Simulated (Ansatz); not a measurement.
This input was run:

```
crystal:
  lattice:
    - [3.5652332684, 0.0, 0.0]
    - [0.0, 3.5652332684, 0.0]
    - [0.0, 0.0, 25.0840024825]
  atoms:
    - { symbol: Pb, position: [0.5, 0.5, 0.3052211385] }
    - { symbol: Pb, position: [0.0, 0.0, 0.3976644241] }
    - { symbol: Pb, position: [0.5, 0.5, 0.5000000123] }
    - { symbol: Pb, position: [0.0, 0.0, 0.6023355701] }
    - { symbol: Pb, position: [0.5, 0.5, 0.6947788551] }
basis:
  ecutwfc: 420
kpoints:
  mp_grid: { grid: [10, 10, 1] }
  band_path:
    path: [[0.5, 0, 0], [0, 0, 0], [0.5, 0.5, 0], [0.5, 0, 0]]
    npoints: 12
hamiltonian:
  xc: pbe
scf:
  occupations: { method: gaussian, width: 0.1 }
  n_extra_bands: 16
output:
  forces: true
  eigenvalues: true
  populations: true
  fatbands: true
  write_density: true
  write_potential: true
  elf: true
  volumetric_format: npy
efield:
  axis: 3
  dipole_correction: true
  ramp_width: 0.04
```

Command:
```bash
ansatz run input.yaml --threads 2 --pin off --max-ram 5632MiB --backend cpu --events-out ev --progress --plain --runs-dir out
```

What will the band structure look like? The path is X–Γ–M–X.

A metal: bands cross the Fermi level along this path. Bands cross the Fermi level on every line of the path. At Γ the nearest levels lie 0.96 eV below and 0.90 eV above the Fermi level.

Spin-orbit coupling is left out, which matters for Pb.

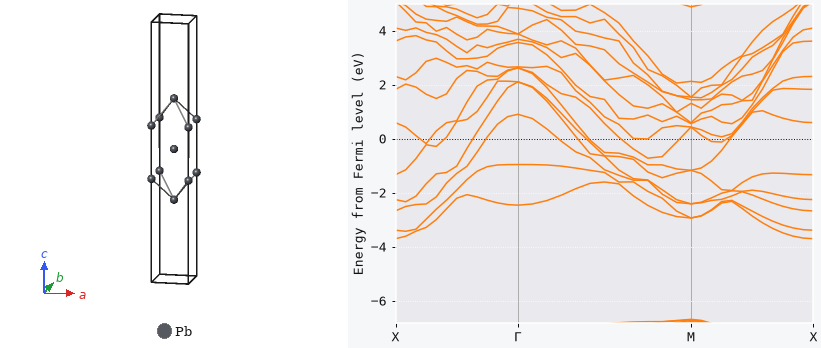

Band structure, beside the structure. Energies are counted from the Fermi level.
